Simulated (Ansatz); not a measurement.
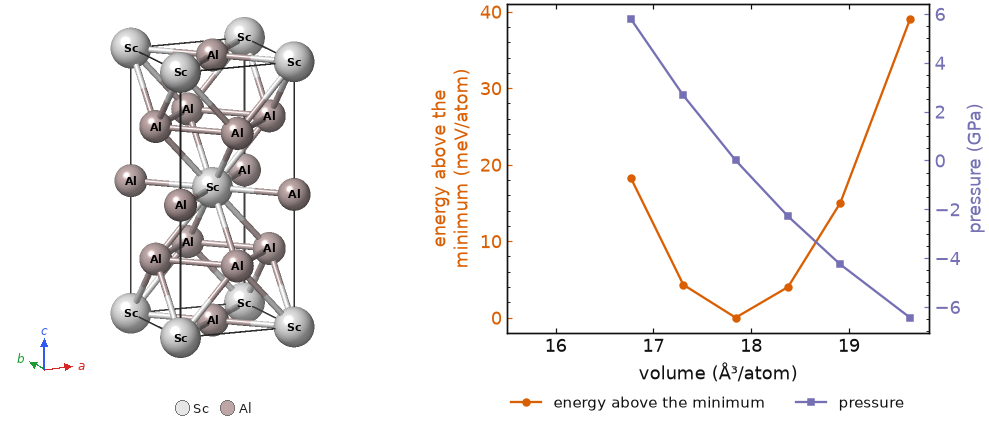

Plotted: energy above the minimum and pressure against volume for ScAl₃, space group I4/mmm (No. 139). The conventional cell is drawn beside the plot.

Cell as given: a = 5.247 Å, b = 5.247 Å, c = 5.247 Å, α = 134.91°, β = 134.91°, γ = 65.67°; 4 atoms.

Calculation (Ansatz 0.2.0): third-order Birch-Murnaghan fit to density functional energies at scaled volumes of the given relaxed cell, shape and atoms relaxed at each volume; energies count from the fitted minimum; plane waves with PAW datasets, Γ-centred k mesh. Level: PBE, no spin polarisation.

wave cutoff 420 eV; k mesh 14×14×14; occupations Gaussian; smearing width 0.1 eV.

The points at volume 15.700 Å³/atom and 16.236 Å³/atom are left out of the plot. What values does the calculation give there?

```json
{"volume (Å³/atom)": "15.700", "energy above the minimum (meV/atom)": "81.6", "pressure (GPa)": "13.63"}
{"volume (Å³/atom)": "16.236", "energy above the minimum (meV/atom)": "43.4", "pressure (GPa)": "9.40"}
```
